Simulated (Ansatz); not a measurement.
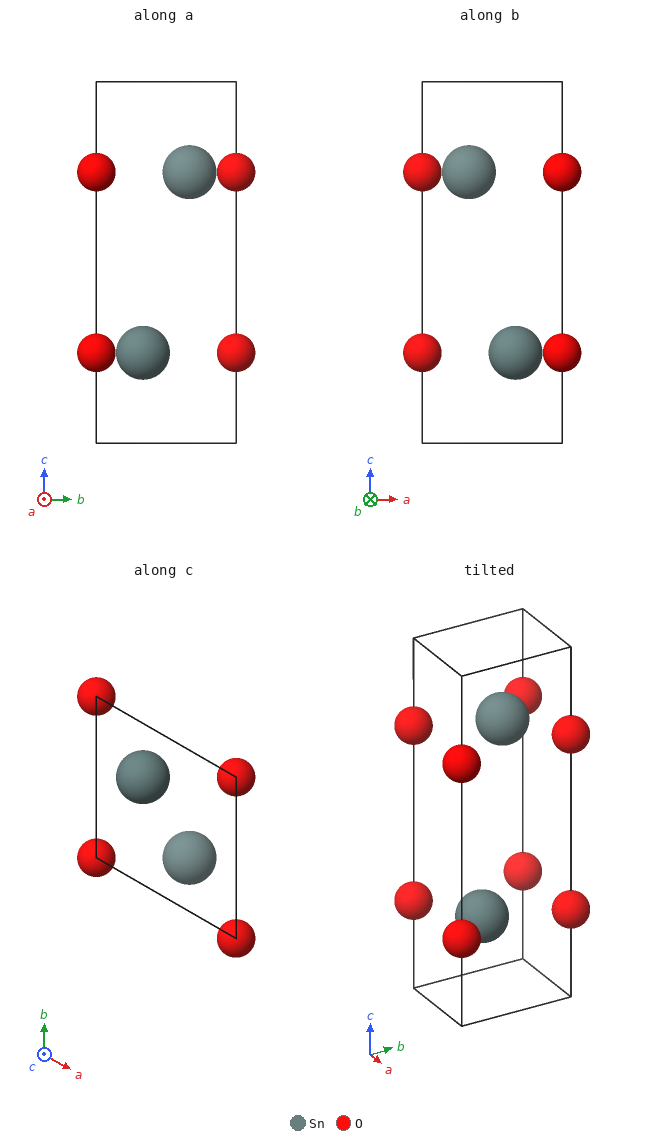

The crystal in a spheres-only representation, seen along the a axis, along the b axis, along the c axis and slightly off an axis. The conventional unit cell is drawn as a box.

Lattice parameters: a = 3.900 Å, b = 3.900 Å, c = 8.732 Å, α = 90.00°, β = 90.00°, γ = 120.00°. Put a along x and b in the xy plane.

> Turn the picture into a POSCAR file.

```
Sn O
1.0
     3.900    0.000    0.000
    -1.950    3.377    0.000
     0.000    0.000    8.732
Sn O
2 2
Direct
  0.3333 0.6667 0.7500
  0.6667 0.3333 0.2500
  0.0000 0.0000 0.2500
  0.0000 0.0000 0.7500
```

It goes back to a random cell made by a generator, so it need not be a real form of the compound. Earlier steps of the study may have refined or changed the cell and positions. It went into a calculation with Ansatz.
